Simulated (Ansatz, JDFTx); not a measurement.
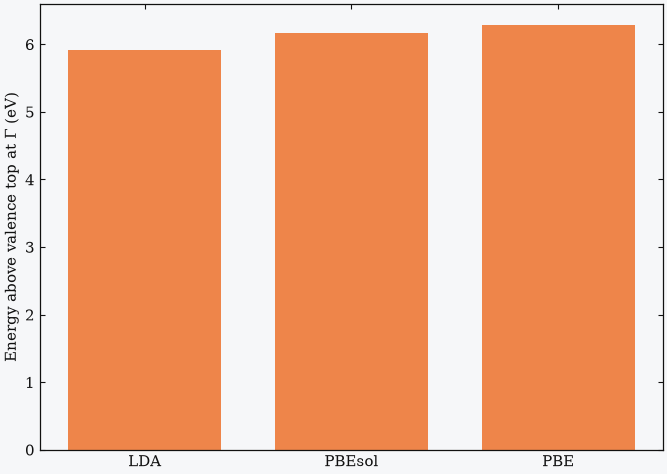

Lowest conduction level at Γ, counted from the valence-band top at Γ, by several methods on one cell of rocksalt KF, space group Fm-3m (No. 225), 2 atoms in the primitive cell, volume scaled by a factor 0.98; cubic a = 5.308 Å. All runs are without spin-orbit coupling and carry no moments.

```csv
method,program,Γ (eV)
LDA,JDFTx,5.92
PBEsol,JDFTx,6.16
PBE,Ansatz LAPW,6.28
```

What does r2SCAN give? It was run as: r2SCAN, SG15-PBE-1.2 with smoothed tails, 7×7×7 k mesh, 1361 eV cutoff, Fermi-Dirac smearing of 0.05 eV (JDFTx 1.7.0 (patched build)).

A meta-GGA of this kind opens the gap over the LDA and GGA values shown, the highest of which is 6.28 eV (PBE) at Γ. r2SCAN gives 6.92 eV at Γ, which is +0.64 eV from PBE at Γ.

How do the methods rank at Γ?

From low to high: LDA 5.92, PBEsol 6.16, PBE 6.28, r2SCAN 6.92 eV.

Settings. LDA: PseudoDojo-SR-LDA-0.4.1-standard with smoothed tails, 9×9×9 k mesh, 1143 eV cutoff, Fermi-Dirac smearing of 0.05 eV (JDFTx 1.7.0 (patched build)). PBEsol: PseudoDojo-SR-PBEsol-0.4.1-standard with smoothed tails, 9×9×9 k mesh, 1143 eV cutoff, Fermi-Dirac smearing of 0.05 eV (JDFTx). PBE: all-electron LAPW, 9×9×9 k mesh, Fermi-Dirac smearing of 0.05 eV (Ansatz).

The runs come from different programs and meshes, which adds differences of its own. LDA, GGA and most meta-GGA functionals understate gaps. r2SCAN: the potentials were made for another functional.
